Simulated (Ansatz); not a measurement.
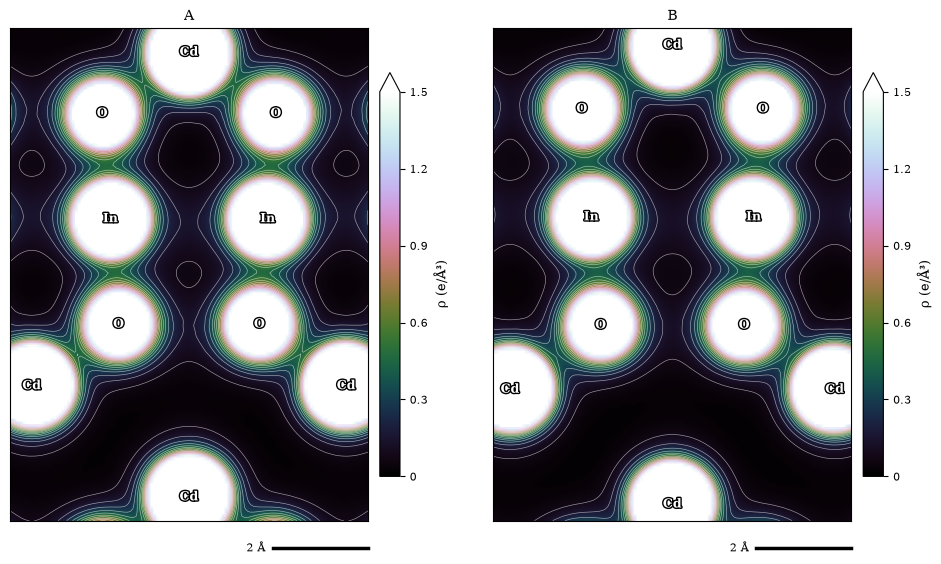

CdIn$_{2}$O$_{4}$. The valence electron density of two cells that differ in size, on the (11̄0) plane of each (indices in the axes of the calculation cell), at one length scale and on one colour scale; one has 14.4 and the other 15.9 Å³ an atom.

Space group Fd-3m; a generated structure, not necessarily the stable one.

Method: DFT PBE, scalar-relativistic, plane waves, PAW (Ansatz 0.2.0).

The larger cell:

```
Cd In O
1.0
     0.00000    4.80845    4.80845
     4.80845    0.00000    4.80845
     4.80845    4.80845    0.00000
Cd In O
2 4 8
Direct
  0.00000 0.00000 0.00000
  0.25000 0.25000 0.25000
  0.62500 0.62500 0.12500
  0.62500 0.12500 0.62500
  0.12500 0.62500 0.62500
  0.62500 0.62500 0.62500
  0.41845 0.86052 0.86052
  0.86052 0.86052 0.41845
  0.86052 0.41845 0.86052
  0.86052 0.86052 0.86052
  0.83155 0.38948 0.38948
  0.38948 0.83155 0.38948
  0.38948 0.38948 0.83155
  0.38948 0.38948 0.38948
```

The smaller cell: a = 6.588 Å, b = 6.588 Å, c = 6.588 Å, α = 60.00°, β = 60.00°, γ = 60.00°.

**Which is the denser cell? Describe the effect of the change.**

Panel A is the smaller cell, by 9 % in volume. From the larger cell to the smaller, Cd–O goes from 2.32 to 2.23 Å, and the density at its midpoint from 0.37 to 0.46 e/Å³; In–O goes from 2.27 to 2.21 Å, and the density at its midpoint from 0.42 to 0.47 e/Å³; the pressure goes from −10 to 0.0 GPa; the Kohn–Sham gap goes from 0.54 eV to 0.92 eV.
